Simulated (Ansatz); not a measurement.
Geometry relaxation of B$_{19}$N$_{18}$ (charge +1) (part 3 of 3)

Continued. System: B$_{19}$N$_{18}$ (defect cell, 37 atoms in the cell, total charge +1). Method: DFT PBE, scalar-relativistic, plane waves, PAW, no spin polarisation (Ansatz 0.2.0); cutoff 420 eV, 2×2×2 k-mesh, Gaussian smearing of 0.01 eV. The structure derives from a Materials Project entry. It belongs to a series of runs on one base structure; here: B interstitial, charge +1, atoms relaxed at the host's cell.

### Output, continued
```
  k-point 2: bands = ["-16.1539", "-15.2143", "-14.5856", "-14.3318", "-13.4747", "-13.4552", "-13.4466", "-12.9059", "-12.8831", "-12.7367", "-12.6917", "-12.4780", "-12.4770", "-11.0152", "-11.0142", "-11.0122", "-11.0121", "-10.9230", "-7.1874", "-6.5904", "-6.4039", "-6.2823", "-6.1647", "-5.2411", "-5.2123", "-4.3933", "-4.3927", "-4.3910", "-4.3894", "-4.1177", "-3.8577", "-3.7228", "-3.5224", "-3.4129", "-3.4082", "-2.6175", "-2.4542", "-2.2153", "-2.1964", "-1.9898", "-1.8738", "-1.8644", "-1.7036", "-1.6557", "-1.6537", "-1.6535", "-1.6503", "-1.4284", "-1.3564", "-0.8927", "-0.8031", "-0.6251", "-0.4819", "-0.4511", "-0.4096", "-0.2690", "-0.2688", "0.3171", "0.3278", "0.4596", "0.4956", "0.7592", "0.8622", "0.8718", "1.0484", "1.4094", "1.4135", "2.1618", "2.5419", "2.5495", "2.5531", "2.6454", "2.7265", "4.9104", "5.0817", "6.5135", "7.2795", "7.5457", "7.7223", "7.9913", "8.3521", "8.6906", "8.9066", "9.0380", "9.0504", "9.0895", "9.1522", "9.4927", "10.1244", "10.4101", "10.8607", "11.1033", "11.2190", "11.3176", "11.6348", "11.7562", "12.0807", "12.1019", "12.2927", "12.7245", "12.9017", "13.1426", "13.1863", "13.3088", "13.4791", "13.5936", "13.6132", "13.9969", "14.1376", "14.3281"]
  k-point 7: bands = ["-16.1539", "-15.2138", "-14.5861", "-14.3318", "-13.4761", "-13.4554", "-13.4450", "-12.9053", "-12.8836", "-12.7368", "-12.6919", "-12.4784", "-12.4772", "-11.0154", "-11.0142", "-11.0123", "-11.0120", "-10.9230", "-7.1874", "-6.5908", "-6.4029", "-6.2829", "-6.1646", "-5.2428", "-5.2030", "-4.3932", "-4.3928", "-4.3902", "-4.3897", "-4.1173", "-3.8565", "-3.7224", "-3.5222", "-3.4134", "-3.4077", "-2.5899", "-2.4540", "-2.2097", "-2.1963", "-1.9745", "-1.8764", "-1.8566", "-1.7055", "-1.6553", "-1.6537", "-1.6532", "-1.6499", "-1.4448", "-1.3270", "-0.9561", "-0.8640", "-0.6246", "-0.4828", "-0.4306", "-0.4092", "-0.2688", "-0.2674", "0.3160", "0.3298", "0.4010", "0.4384", "0.7725", "0.8744", "0.8895", "1.0582", "1.4089", "1.4126", "2.1785", "2.5221", "2.5264", "2.5376", "2.6614", "2.8191", "4.9261", "5.0929", "6.4842", "7.2851", "7.5238", "7.8557", "8.0036", "8.3825", "8.8976", "8.9620", "9.0218", "9.0270", "9.0434", "9.7268", "9.7352", "9.9249", "9.9671", "10.3010", "11.0316", "11.1283", "11.3054", "11.9531", "11.9918", "12.2941", "12.4150", "12.4599", "12.6417", "12.6564", "12.8702", "12.9133", "13.2067", "13.2363", "13.4381", "13.5636", "13.8465", "13.9103", "14.0951"]
--- Relaxed structure (9 steps of the walk, 9 accepted, 0 SCFs on fresh bases) ---
  F+E_penalty+E_count = -9918.69848750 eV   max|allowed force component| = 5.582e-3 eV/Å
  atoms:
    - { symbol: B, position: [0.4538407557142531, 0.5637667323879969, 0.7122487372101327] }
    - { symbol: B, position: [0.12049329077092537, 0.5637335148016535, 0.713462768577271] }
    - { symbol: B, position: [0.7871741663537941, 0.5637644035598822, 0.7122222124580411] }
    - { symbol: B, position: [0.4538339637672729, 0.23041677248859815, 0.7147958345615683] }
    - { symbol: B, position: [0.12048823485045605, 0.2304049363709496, 0.7127784244813267] }
    - { symbol: B, position: [0.7871653325061596, 0.2304034029482199, 0.7127910713029812] }
    - { symbol: B, position: [0.4538394732566004, 0.897072427041546, 0.7121353478063633] }
    - { symbol: B, position: [0.12048571712788629, 0.8970728493064885, 0.7120959442916099] }
    - { symbol: B, position: [0.7871551141567295, 0.8970645095272861, 0.7109455797065686] }
    - { symbol: B, position: [0.5596087437906472, 0.44111945325981583, 0.284663119790067] }
    - { symbol: B, position: [0.22624691394253357, 0.442730699534428, 0.29037918724144146] }
    - { symbol: B, position: [0.8945791606102953, 0.4427379936448037, 0.2903705897786719] }
    - { symbol: B, position: [0.5596235012164579, 0.10933469845366531, 0.28460995141878187] }
    - { symbol: B, position: [0.2278036920794911, 0.10933150309959888, 0.2846047016816861] }
    - { symbol: B, position: [0.8988692430329291, 0.11965400137864435, 0.2810365910324204] }
    - { symbol: B, position: [0.5493504577972272, 0.7701040865258745, 0.28112788174074127] }
    - { symbol: B, position: [0.2262325804855639, 0.77438280823631, 0.2903246727443308] }
    - { symbol: B, position: [0.8988358952987537, 0.7701044473655951, 0.2810970494481041] }
    - { symbol: N, position: [0.44863375353550355, 0.5529686585753291, 0.2860999530464399] }
    - { symbol: N, position: [0.11568460822908642, 0.5532750176871752, 0.29125304628587384] }
    - { symbol: N, position: [0.7824321763384603, 0.5529690791924093, 0.2860761918621926] }
    - { symbol: N, position: [0.4490119370363804, 0.21992527468422157, 0.283361094285224] }
    - { symbol: N, position: [0.11598758199906017, 0.22034327193970865, 0.2860246513793705] }
    - { symbol: N, position: [0.7824507048298531, 0.22034925394089955, 0.2860281890877445] }
    - { symbol: N, position: [0.4486289906729322, 0.8865171180220065, 0.28600251749061895] }
    - { symbol: N, position: [0.11597602737384617, 0.8865130068434561, 0.28597201858771754] }
    - { symbol: N, position: [0.782350254959632, 0.886604253843708, 0.24839225531936324] }
    - { symbol: N, position: [0.56495326835243, 0.4526561531825901, 0.7132673073952674] }
    - { symbol: N, position: [0.23161863585862294, 0.4526212367638547, 0.7129522152613921] }
    - { symbol: N, position: [0.8982537548702912, 0.45262167936167025, 0.7129359258106661] }
    - { symbol: N, position: [0.5649440819664262, 0.11928761609187824, 0.7133231154135053] }
    - { symbol: N, position: [0.23159529837086804, 0.11928847382447133, 0.7132861107459483] }
    - { symbol: N, position: [0.8983229675094719, 0.11939451769370085, 0.708960746835131] }
    - { symbol: N, position: [0.5648192585674104, 0.7859133235848779, 0.7076169214114424] }
    - { symbol: N, position: [0.23161526330056662, 0.7859791860629755, 0.7124790255587357] }
    - { symbol: N, position: [0.8983463470904827, 0.7859128736984855, 0.7075545105209903] }
    - { symbol: B, position: [-0.2177082908193026, -0.1132000063247747, 0.06788938363026795] }
```

### Trajectory as extended XYZ (Å, eV, eV/Å), 2 of the 9 frames kept, from step=1 to step=9
```
37
Lattice="3.7683 -6.5268 0.0000 -7.5365 0.0000 0.0000 0.0000 0.0000 -8.3432" Properties=species:S:1:pos:R:3:forces:R:3 step=1 energy=-9917.68539
B    -2.5958   -2.9786   -6.0058    0.2551   0.2867   0.0097
B    -3.8503   -0.8026   -6.0092    0.0912   0.0397  -0.0248
B    -1.3394   -5.1548   -6.0047    0.3860   0.0010   0.0407
B    -0.0821   -2.9781   -6.0200   -0.0080   0.1297  -0.1293
B    -1.3528   -0.7932   -5.9720    0.6461  -0.2767  -0.5142
B     1.1762   -5.1556   -5.9965    0.1378   0.0126  -0.0710
B    -5.1060   -2.9793   -6.0031   -0.3093  -0.0069  -0.0360
B    -6.3487   -0.8056   -5.9920   -0.9698  -0.5093  -0.2569
B    -3.8130   -5.1430   -6.0158   -1.6897  -0.8088   0.3549
B    -1.1501   -3.6260   -2.3847    0.0153   0.0460  -0.0678
B    -2.4067   -1.4493   -2.3400   -1.2484  -0.8310  -0.0802
B     0.1066   -5.8029   -2.3397   -0.7375  -0.5451  -0.0122
B     1.3489   -3.6378   -2.3183   -0.0714   0.7646   0.0065
B     0.1184   -1.4640   -2.3218   -0.7353  -0.5345   0.1589
B     2.5728   -5.8325   -1.9939   -2.3074  -1.8864  -2.6705
B    -3.6570   -3.5843   -2.3272   -0.0836   1.1294  -0.2886
B    -4.9186   -1.4507   -2.3094    0.1436  -0.0023   0.1230
B    -2.3936   -5.8151   -2.3122    2.0802  -0.8274  -0.3932
N    -2.4065   -2.8994   -2.3924   -0.2242  -0.3176   0.1028
N    -3.6697   -0.7296   -2.3135    0.2603   0.2462  -0.0367
N    -1.1492   -5.0774   -2.3907   -0.6011  -0.2137   0.1649
N     0.1016   -2.9033   -2.3667    0.4367  -0.2755  -0.0307
N    -1.1708   -0.7913   -2.2861    1.5344   3.2414   0.8606
N     1.3376   -5.0735   -2.2802    1.5336  -0.7075   0.6802
N    -4.9219   -2.9042   -2.2986    0.0170  -0.3372   0.0422
N    -6.1796   -0.7332   -2.2713   -0.0072   0.7387  -0.0974
N    -3.6310   -5.0582   -2.1900   -0.7931  -0.1330   1.8448
N    -1.3386   -3.7036   -6.0161   -0.1934  -0.1655   0.0512
N    -2.5947   -1.5280   -6.0091   -0.3071  -0.0722   0.1887
N    -0.0825   -5.8792   -6.0081   -0.0304  -0.0059   0.0553
N     1.1738   -3.7037   -6.0126    0.1028   0.0233   0.0576
N    -0.0905   -1.5297   -6.0302    0.4032   0.3072   0.3813
N     2.4326   -5.8800   -5.9734    0.4778   0.5715   0.0973
N    -3.8509   -3.7021   -5.9770    0.3408   0.0980  -0.2821
N    -5.1069   -1.5280   -6.0091    0.2781  -0.2013   0.1073
N    -2.5881   -5.8926   -5.9716    0.3743   0.5612  -0.2032
B    -0.2243    1.2684   -0.6404    0.8017   0.4601  -0.1335
37
Lattice="3.7683 -6.5268 0.0000 -7.5365 0.0000 0.0000 0.0000 0.0000 -8.3432" Properties=species:S:1:pos:R:3:forces:R:3 step=9 energy=-9918.69849
B    -2.5387   -2.9621   -5.9424   -0.0004   0.0018   0.0000
B    -3.7946   -0.7864   -5.9525   -0.0014  -0.0004  -0.0023
B    -1.2825   -5.1378   -5.9422    0.0012  -0.0020  -0.0001
B    -0.0264   -2.9621   -5.9637    0.0023   0.0013   0.0004
B    -1.2824   -0.7864   -5.9468    0.0005  -0.0001  -0.0011
B     1.2298   -5.1377   -5.9469    0.0000  -0.0003  -0.0009
B    -5.0506   -2.9621   -5.9415   -0.0003   0.0030  -0.0021
B    -6.3068   -0.7864   -5.9411    0.0023  -0.0016  -0.0022
B    -3.7946   -5.1376   -5.9315    0.0036   0.0007   0.0027
B    -1.2158   -3.6525   -2.3750   -0.0033  -0.0019   0.0012
B    -2.4841   -1.4767   -2.4227   -0.0027   0.0004  -0.0024
B     0.0343   -5.8388   -2.4226    0.0000  -0.0029  -0.0022
B     1.2848   -3.6526   -2.3745   -0.0017   0.0012   0.0017
B     0.0344   -1.4868   -2.3745    0.0003  -0.0018   0.0021
B     2.4854   -5.8668   -2.3447   -0.0006  -0.0020  -0.0021
B    -3.7338   -3.5855   -2.3455   -0.0005   0.0037  -0.0005
B    -4.9837   -1.4766   -2.4222   -0.0007  -0.0013  -0.0030
B    -2.4169   -5.8666   -2.3452    0.0030  -0.0042  -0.0005
N    -2.4769   -2.9282   -2.3870   -0.0024  -0.0007   0.0010
N    -3.7338   -0.7551   -2.4300   -0.0009  -0.0005   0.0015
N    -1.2191   -5.1068   -2.3868   -0.0028  -0.0004   0.0010
N     0.0345   -2.9306   -2.3641   -0.0010   0.0005  -0.0027
N    -1.2236   -0.7570   -2.3863    0.0011   0.0004   0.0003
N     1.2878   -5.1069   -2.3864    0.0011   0.0015   0.0006
N    -4.9907   -2.9281   -2.3862   -0.0004   0.0006   0.0011
N    -6.2442   -0.7570   -2.3859   -0.0007  -0.0002   0.0006
N    -3.7338   -5.1063   -2.0724   -0.0017   0.0009   0.0056
N    -1.2826   -3.6874   -5.9509    0.0003   0.0002   0.0012
N    -2.5384   -1.5117   -5.9483    0.0015  -0.0004   0.0031
N    -0.0263   -5.8628   -5.9481    0.0008   0.0015   0.0029
N     1.2298   -3.6873   -5.9514    0.0003   0.0006   0.0012
N    -0.0263   -1.5116   -5.9511    0.0007   0.0000   0.0005
N     2.4853   -5.8632   -5.9150   -0.0002   0.0003   0.0011
N    -3.7947   -3.6865   -5.9038    0.0025   0.0005  -0.0021
N    -5.0508   -1.5117   -5.9443    0.0008   0.0002   0.0020
N    -2.5379   -5.8634   -5.9032    0.0011   0.0027  -0.0025
B     0.0328    1.4209   -0.5664   -0.0016  -0.0014  -0.0049
```

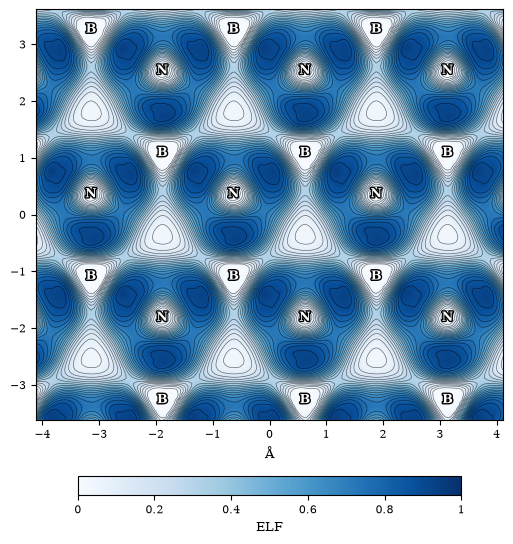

**Figure 1.** ELF on the (001) plane of the calculation cell. The section cuts through B and N sites. In a PAW calculation such maps are meaningful between the atoms, not at the nuclei.

### Summary

| quantity | value |
| --- | --- |
| outcome | converged |
| electrons treated | 146 |
| free energy | −9918.6985 eV |
| Fermi energy | 4.240 eV |
| gap on the k-point mesh | 1.34 eV |
| final volume | 410.40 Å³ |
| largest force (length of the vector) at the end | 0.006 eV/Å |
| wall time | 61 s (CPU time 4 min) |
| peak memory | 1.3 GiB |

The cell is charged and computed with a neutralising background, so its energy and pressure depend on the cell and aren't those of a real crystal.
